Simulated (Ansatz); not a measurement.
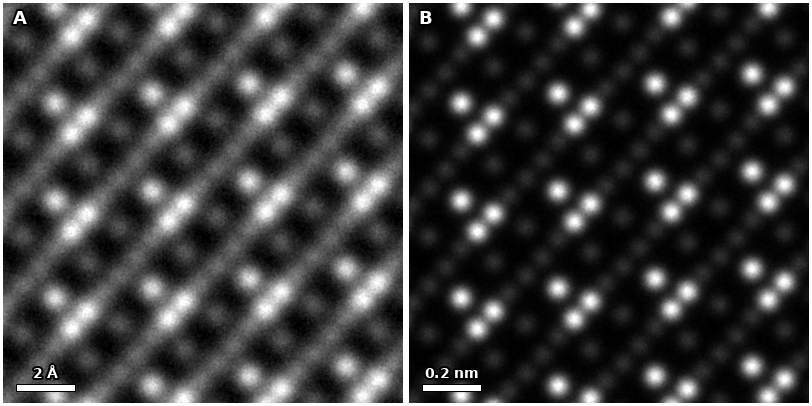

Two simulated images of the same area of Si$_{2}$Mo (P6_222, No. 180) along [211], with a probe of 0.57 Å. One is incoherent Z contrast (Z^1.6 per atom), the other the projected potential of neutral atoms blurred by the probe (iDPC-like, thin sample). Brightness is counted from the darkest point of the image. Shot noise was added. Structure: coordinates from a relaxation with Ansatz, DFT, r2SCAN+rVV10, plane waves, PAW.

**Which panel is which, and how can one tell?**

B is the Z-contrast image and A the potential image. The columns of 1 Si per repeat reach about 17 % of the brightest peak (1 Mo) in B but about 42 % in A, mainly since the potential grows much more slowly with atomic number.
